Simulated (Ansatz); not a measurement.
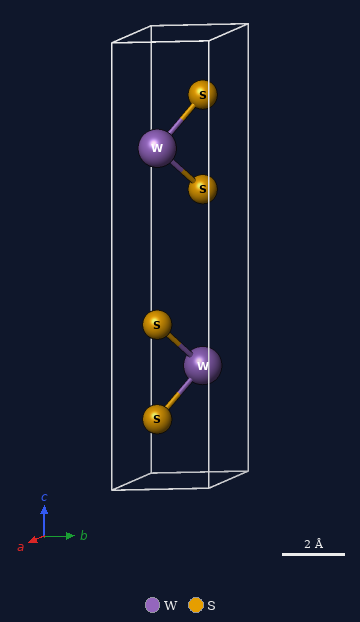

Fig. 1: The input geometry (ball-and-stick view of the cell of the calculation, seen slightly off an axis). An atom can appear more than once, as a periodic image.

# Run report: WS2, geometry relaxation

WS2 (6 atoms in the cell), computed with DFT PBE, scalar-relativistic, plane waves, PAW, no spin polarisation (Ansatz 0.2.0).

The structure derives from a Materials Project entry.

The program's output
```
Engine: ansatz 0.2.0, x86_64-unknown-linux-gnu
Pseudopotentials: kind: paw
Pseudopotential: W, paw, valence charge 14, recommended cutoff 420 eV (normal), W.paw.azcp
Pseudopotential: S, paw, valence charge 6, recommended cutoff 420 eV (normal), S.paw.azcp
Functional definition: PBE
  parameter kappa = 0.804
  parameter beta = 0.06672455060314922
  exchange = pbe_x(kappa = kappa, mu = beta*pi^2/3)
  correlation = pbe_c(beta = beta)
Crystal: 6 atoms, lattice volume = 130.874 Å³
Basis set: ecut = 420 eV, 2593 PW (Γ), exchange–correlation on 48×48×200 points (8 copies of the dense FFT grid, shifted against one another)
Bands: 32, of which v1, the nominal top of the filled ones, is band 26 counted from 1 (25 counted from 0)
Symmetry: 24 space group operations
Space group: P63/mmc (ITA 194), of the structure as read, at distance tolerance 5.1e-5 Å
k-points: 38 of 288
Non-local potential: W, projectors of the file, l = 0: 3, l = 1: 2, l = 2: 2, l = 3: 1
Non-local potential: S, projectors of the file, l = 0: 2, l = 1: 2, l = 2: 2
PAW form: soft (Blöchl's): semilocal exchange-correlation on the pseudo side does not see the compensation charge
PAW one-centre angular grid: W, 590 points (default); XC on 64 Gauss nodes
PAW one-centre angular grid: S, 110 points (default); XC on 64 Gauss nodes
Initial density: superposition of atomic densities (neutral atoms: chi_scale 0, normalization atom), corrected by the library's trained network
Initial wavefunctions: pseudopotential atomic-orbital guess
Functional: x = pbe(κ = 0.804, μ = 0.2195149727645171), c = pbe(β = 0.06672455060314922)
SCF iter   1: F=—  HF=-24382.877007 eV  |F-HF|=—  |Δ(HF+E_count)|=         —  Δρ=5.27e-3  dr2=5.03e-2  ethr=1.77e-3  ⟨swp⟩=7.3  Hψ=5849  notcnv=0
preconditioner: auto → Resta (q_TF=auto, 2.339 Å⁻¹)  ε∞=6.5  [insulator: Δε(μ)=1.576 eV  Ē_g=8.268 eV  σ=0.020 eV  W_gap=1.00  n_scr=28 (ndim 8)  ℏωp=19.5 eV  f_vac=0.186  D(μ)=0.00/eV (n_scr^D=0)  ε∞_Penn≈6.5]
SCF iter   2: F=—  HF=-24382.878649 eV  |F-HF|=—  |Δ(HF+E_count)|=   1.64e-3  Δρ=2.68e-3  dr2=4.86e-3  ethr=9.67e-5  ⟨swp⟩=2.3  Hψ=2061  notcnv=0  defer=61
SCF iter   3: F=—  HF=-24382.881778 eV  |F-HF|=—  |Δ(HF+E_count)|=   3.13e-3  Δρ=1.33e-3  dr2=1.60e-3  ethr=9.35e-6  ⟨swp⟩=2.1  Hψ=1847  notcnv=0  defer=61
SCF iter   4: F=—  HF=-24382.883023 eV  |F-HF|=—  |Δ(HF+E_count)|=   1.24e-3  Δρ=1.58e-4  dr2=6.84e-5  ethr=3.07e-6  ⟨swp⟩=2.0  Hψ=1811  notcnv=0  defer=61
SCF iter   5: F=—  HF=-24382.882951 eV  |F-HF|=—  |Δ(HF+E_count)|=   7.14e-5  Δρ=5.70e-5  dr2=1.49e-5  ethr=1.32e-7  ⟨swp⟩=2.0  Hψ=1824  notcnv=0  defer=61
SCF iter   6: F=—  HF=-24382.882953 eV  |F-HF|=—  |Δ(HF+E_count)|=   1.31e-6  Δρ=2.36e-5  dr2=1.55e-6  ethr=2.86e-8  ⟨swp⟩=2.0  Hψ=1622  notcnv=0  defer=61
SCF iter   7: F=-24382.882954 eV  HF=-24382.882954 eV  |F-HF|=2.79e-8  |Δ(HF+E_count)|=   1.46e-6  Δρ=5.30e-6  dr2=5.77e-8  ethr=1.92e-10  ⟨swp⟩=8.9  Hψ=6517  notcnv=0
SCF 1 converged in 7 iterations: F = -24382.882954 eV  dr2 = 5.77e-8
  greatest PAW one-centre occupation: 1.000 electrons in one spin orbital (limit 2), on the W atom at site 1 (counted from 0), in its partial waves of l = 0
relax step   1: F+E_penalty+E_count = -24382.88295402 eV  Δ(F+E_penalty+E_count) = +0.000e0 eV  max|allowed force component| = 7.034e-6 eV/Å  Δτ_max = 0.0000 Å  P = -0.001 GPa  Ω = 130.874 Å³  (7 SCF iters, dr2 threshold 1.00e-7 eV, accepted)
Initial density: handed on by an earlier stage of this run
Initial wavefunctions: pseudopotential atomic-orbital guess (no wavefunctions were taken with the density)
iter 1 solved again at ethr=4.71e-7 eV; its pass at ethr=3.10e-3 eV (dr2=2.45e-4 eV) is discarded
SCF iter   1: F=—  HF=-24382.883041 eV  |F-HF|=—  |Δ(HF+E_count)|=         —  Δρ=5.35e-6  dr2=6.35e-8  ethr=4.71e-7  ⟨swp⟩=4.0  Hψ=9391  notcnv=0
eigensolver tolerance schedule: the retry pair's looser diagonalisation over-reported the residual by 3860.67 of it (diagonalisation noise at 1.42 of the residual, at the tolerance the schedule requests for it); recorded, not acted on — ethr = c·dr2/N_el stays at c = 1.0e-1
preconditioner: auto → Resta (q_TF=auto, 2.339 Å⁻¹)  ε∞=6.5  [insulator: Δε(μ)=1.628 eV  Ē_g=8.299 eV  σ=0.020 eV  W_gap=1.00  n_scr=28 (ndim 8)  ℏωp=19.5 eV  f_vac=0.185  D(μ)=0.00/eV (n_scr^D=0)  ε∞_Penn≈6.5]
SCF iter   2: F=—  HF=-24382.882954 eV  |F-HF|=—  |Δ(HF+E_count)|=   8.74e-5  Δρ=3.06e-6  dr2=1.52e-8  ethr=1.22e-10  ⟨swp⟩=3.7  Hψ=3030  notcnv=0
SCF iter   3: F=—  HF=-24382.882954 eV  |F-HF|=—  |Δ(HF+E_count)|=   2.57e-8  Δρ=1.39e-6  dr2=5.54e-9  ethr=2.91e-11  ⟨swp⟩=2.0  Hψ=1884  notcnv=0
SCF iter   4: F=—  HF=-24382.882954 eV  |F-HF|=—  |Δ(HF+E_count)|=   3.25e-9  Δρ=5.71e-7  dr2=7.18e-10  ethr=1.06e-11  ⟨swp⟩=2.0  Hψ=1694  notcnv=0
SCF iter   5: F=—  HF=-24382.882954 eV  |F-HF|=—  |Δ(HF+E_count)|=   1.57e-9  Δρ=1.54e-7  dr2=7.01e-11  ethr=1.38e-12  ⟨swp⟩=2.1  Hψ=1815  notcnv=0
SCF iter   6: F=-24382.882954 eV  HF=-24382.882954 eV  |F-HF|=1.46e-11  |Δ(HF+E_count)|=  6.18e-11  Δρ=8.39e-8  dr2=1.96e-11  ethr=1.00e-12  ⟨swp⟩=5.2  Hψ=4265  notcnv=0
SCF 2 converged in 6 iterations: F = -24382.882954 eV  dr2 = 1.96e-11
relax step   2: F+E_penalty+E_count = -24382.88295404 eV  Δ(F+E_penalty+E_count) = -2.628e-8 eV  max|allowed force component| = 4.772e-6 eV/Å  Δτ_max = 0.0000 Å  P = -0.001 GPa  Ω = 130.874 Å³  stress off target by 3.62e-3 GPa  SCF on the basis re-selected at this cell (its energy is not comparable with the rows above)  (6 SCF iters)
```

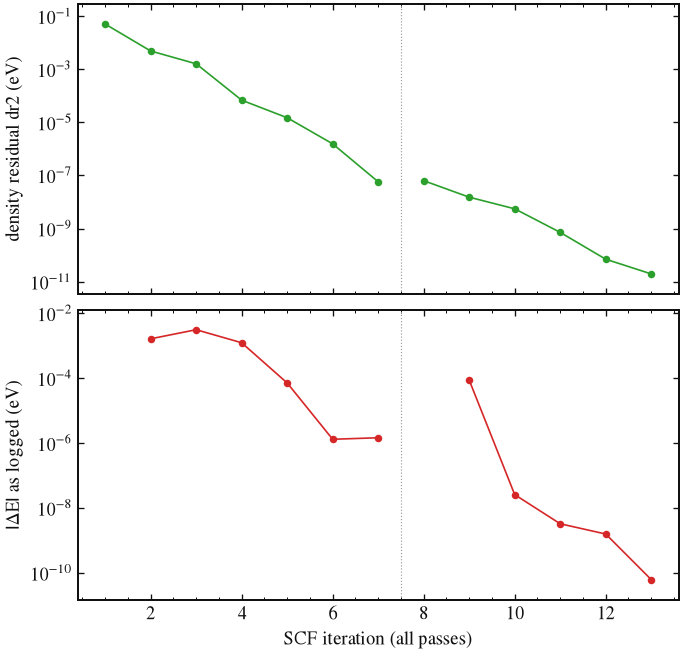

Fig. 2: Convergence of the self-consistent field: density residual dr2 and size of the energy change against the SCF iteration. The dotted lines part the SCF passes of the relaxation: geometry steps, rejected trials and re-solves on a re-selected basis. The passes take 7 and 6 iterations.

```
basis re-selected at this cell: Δ(F+E_penalty+E_count) = -2.628e-8 eV, ΔP = -0.000 GPa vs the last step (what re-selecting the basis moved, of the pressure what is left beyond the Pulay correction that the steps carried, after the strain that the cell walked since its last selection, with what the two solves' SCF thresholds leave and, on support functions, any second-order correction that the steps lacked; it is no measure of the basis error at this ecutwfc). This SCF's stress stands 3.62e-3 GPa from its target on what of the cell is left free (relax.cell.stress_tol is 5.00e-2 GPa) and its largest allowed force component is 4.77e-6 eV/Å (relax.f_tol is 5.00e-3 eV/Å): within both
SCF converged after 6 iterations
Free energy (F): -24382.882954 eV
Harris-Foulkes:  -24382.882954 eV  (|F-HF|=1.46e-11)
Internal energy: -24382.882954 eV  (E = F + TS)
E sigma→0 (E₀):  -24382.882954 eV
Fermi energy:    8.952543 eV
--- Per-component energies (eV) ---
  E_band       = -533.493420
  E_kinetic    = 1329.985202
  E_local      = -5419.355854  (includes V_loc(G=0)·N_el)
  E_nonlocal   = 114.493130
  E_hartree    = 2270.031458
  E_xc         = -923.279393
  E_vxc        = -828.637987  (∫ρ·V_xc dr)
  E_paw        = -19526.112663  (= ΣΔE_a)
  E_vpaw       = -270.040406  (= ΣTr[D̂ρ^β])
  E_aug_tail   = -0.000119  (compensation charges beyond the density's cutoff)
  E_ewald      = -2228.644715
  E_smearing   = -0.000000  (= −TS)
  E_closure    = -0.000000  (closes the sum)
  Σ components = -24382.882954   (vs F -24382.882954, Δ=0.00e0)
--- Forces (eV/Å), atoms counted from 1 ---
  atom   1  W      0.00000000    -0.00000000     0.00000000
  atom   2  W     -0.00000000     0.00000000     0.00000000
  atom   3  S      0.00000000    -0.00000000     0.00000477
  atom   4  S     -0.00000000     0.00000000     0.00000477
  atom   5  S      0.00000000    -0.00000000    -0.00000477
  atom   6  S     -0.00000000     0.00000000    -0.00000477
  max |Σ_I F_I| component: 6.94e-18 eV/Å
--- Stress (GPa, compression-positive) ---
       -0.003620       0.000000       0.000000
        0.000000      -0.003620       0.000000
        0.000000       0.000000       0.002887
  P = ⅓ Tr σ = -0.0015 GPa (-0.015 kbar)
--- Band table (eV; the first three rows and the last of 38) ---
  k-point 0: bands = ["-66.0054", "-66.0054", "-30.2773", "-30.2773", "-30.1294", "-30.1294", "-30.1294", "-30.1294", "-6.7732", "-6.7576", "-5.1592", "-5.1254", "1.5703", "1.7269", "5.1188", "5.1188", "5.1194", "5.1194", "5.5898", "6.1529", "6.3421", "6.3421", "6.3444", "6.3444", "7.7260", "8.1388", "10.8312", "10.8312", "10.8320", "10.8320", "10.9752", "10.9752"]
  k-point 1: bands = ["-66.0054", "-66.0054", "-30.2773", "-30.2773", "-30.1294", "-30.1294", "-30.1294", "-30.1294", "-6.7655", "-6.7655", "-5.1423", "-5.1423", "1.6463", "1.6463", "5.1192", "5.1192", "5.1192", "5.1192", "5.8465", "5.8465", "6.3433", "6.3433", "6.3433", "6.3433", "7.9605", "7.9605", "10.8315", "10.8315", "10.8315", "10.8315", "10.9807", "10.9807"]
  k-point 2: bands = ["-66.0043", "-66.0043", "-30.2733", "-30.2733", "-30.1518", "-30.1518", "-30.1346", "-30.1346", "-6.6600", "-6.6444", "-5.1169", "-5.0844", "1.7063", "1.8629", "4.8226", "4.8238", "5.2297", "5.2306", "5.2882", "5.6080", "6.1639", "6.1666", "6.4594", "6.6738", "7.6990", "8.0382", "10.6535", "10.7188", "10.7536", "10.7829", "10.8732", "10.8865"]
  k-point 37: bands = ["-65.9870", "-65.9870", "-30.3729", "-30.3729", "-30.3406", "-30.3406", "-30.2095", "-30.2095", "-4.3590", "-4.3590", "-4.2429", "-4.2429", "2.2382", "2.2382", "2.6361", "2.6361", "3.5030", "3.5030", "4.0827", "4.0827", "4.7367", "4.7367", "5.5961", "5.5961", "7.9581", "7.9581", "9.7668", "9.7668", "11.2922", "11.2922", "11.9627", "11.9627"]
--- Relaxed structure (1 steps of the walk, 1 accepted, 1 SCFs on fresh bases) ---
  F+E_penalty+E_count = -24382.88295404 eV   max|allowed force component| = 4.772e-6 eV/Å   (the final SCF, on the basis selected at the relaxed cell)
  cell:  # Å, volume = 130.8744 Å³
    - [3.1877751700654398, -2.8867547505392684e-11, 0.0]
    - [-1.5938875850077199, 2.760694278844364, 0.0]
    - [0.0, 0.0, 14.8712922854]
  atoms:
    - { symbol: W, position: [0.3333333333333333, 0.6666666666666666, 0.25] }
    - { symbol: W, position: [0.6666666666666665, 0.3333333333333333, 0.75] }
    - { symbol: S, position: [0.3333333333333333, 0.6666666666666666, 0.6443542117] }
    - { symbol: S, position: [0.6666666666666665, 0.3333333333333333, 0.1443542117] }
    - { symbol: S, position: [0.3333333333333333, 0.6666666666666666, 0.8556457883] }
    - { symbol: S, position: [0.6666666666666665, 0.3333333333333333, 0.3556457883] }
```

Trajectory as extended XYZ (Å, eV, eV/Å), 2 frames, from step=1 to step=2
```
6
Lattice="3.1878 0.0000 0.0000 -1.5939 2.7607 0.0000 0.0000 0.0000 14.8713" Properties=species:S:1:pos:R:3:forces:R:3 step=1 energy=-24382.88295 pressure_GPa=-0.00
W     0.0000    1.8405    3.7178    0.0000   0.0000   0.0000
W     1.5939    0.9202   11.1535    0.0000   0.0000   0.0000
S     0.0000    1.8405    9.5824    0.0000   0.0000   0.0000
S     1.5939    0.9202    2.1467    0.0000   0.0000   0.0000
S     0.0000    1.8405   12.7246    0.0000   0.0000   0.0000
S     1.5939    0.9202    5.2889    0.0000   0.0000   0.0000
6
Lattice="3.1878 0.0000 0.0000 -1.5939 2.7607 0.0000 0.0000 0.0000 14.8713" Properties=species:S:1:pos:R:3:forces:R:3 step=2 energy=-24382.88295 pressure_GPa=-0.00
W     0.0000    1.8405    3.7178    0.0000   0.0000   0.0000
W     1.5939    0.9202   11.1535    0.0000   0.0000   0.0000
S     0.0000    1.8405    9.5824    0.0000   0.0000   0.0000
S     1.5939    0.9202    2.1467    0.0000   0.0000   0.0000
S     0.0000    1.8405   12.7246    0.0000   0.0000   0.0000
S     1.5939    0.9202    5.2889    0.0000   0.0000   0.0000
```

This output came from the following input.

The input
```yaml
crystal:
  lattice:
    - [3.1877751701, 0.0, 0.0]
    - [-1.593887585, 2.7606942788, 0.0]
    - [0.0, 0.0, 14.8712922854]
  atoms:
    - { symbol: W, position: [0.3333333333, 0.6666666667, 0.25] }
    - { symbol: W, position: [0.6666666667, 0.3333333333, 0.75] }
    - { symbol: S, position: [0.3333333333, 0.6666666667, 0.6443542117] }
    - { symbol: S, position: [0.6666666667, 0.3333333333, 0.1443542117] }
    - { symbol: S, position: [0.3333333333, 0.6666666667, 0.8556457883] }
    - { symbol: S, position: [0.6666666667, 0.3333333333, 0.3556457883] }
basis:
  ecutwfc: 420
kpoints:
  mp_grid: { grid: [12, 12, 2] }
hamiltonian:
  xc: pbe
scf:
  occupations: { method: gaussian, width: 0.02 }
output:
  forces: true
  stress: true
  eigenvalues: true
relax:
  adjacent_minimum: "off"
  f_tol: 0.005
  max_steps: 80
  cell: { stress_tol: 0.05 }
```

Run as:
```bash
ansatz run input.yaml --threads 4 --pin off --max-ram 10240MiB --backend cpu --events-out ev --progress --plain --runs-dir out
```

Summary

```tsv
quantity	value
outcome	converged
space group (tolerance 0.01 Å)	P6₃/mmc (194)
electrons treated	52
free energy	−24382.8830 eV
Fermi energy	8.953 eV
gap on the k-point mesh	1.63 eV
pressure	0.00 GPa
final volume	130.87 Å³
largest force (length of the vector) at the end	under 0.001 eV/Å
final cell	a = 3.188 Å, b = 3.188 Å, c = 14.871 Å, α = 90.00°, β = 90.00°, γ = 120.00°
hardware	4 threads of Oxide Virtual Turin-like (Zen 5), 32 GiB of memory available, shared host
wall time	5.5 s (CPU time 19 s)
peak memory	0.56 GiB
```

Remarks

Spin–orbit coupling is left out, which matters for W.
